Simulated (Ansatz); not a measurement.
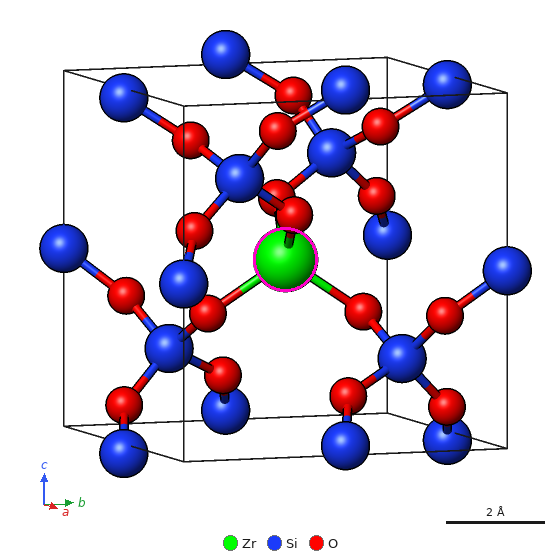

Structure drawing (ball-and-stick), viewed slightly off an axis. The parallelepiped is the supercell. The host is SiO$_{2}$, in a cell of 24 sites, and the cell is neutral. A ring marks the defect's site.

**Which defect is modelled here, and what are its neighbours?**

Zirconium on a silicon site (a substitutional impurity). It is bonded to four O in a tetrahedral arrangement at about 2.0 Å.

The atoms were relaxed in the host's cell with Ansatz, DFT PBE, scalar-relativistic, plane waves, PAW.
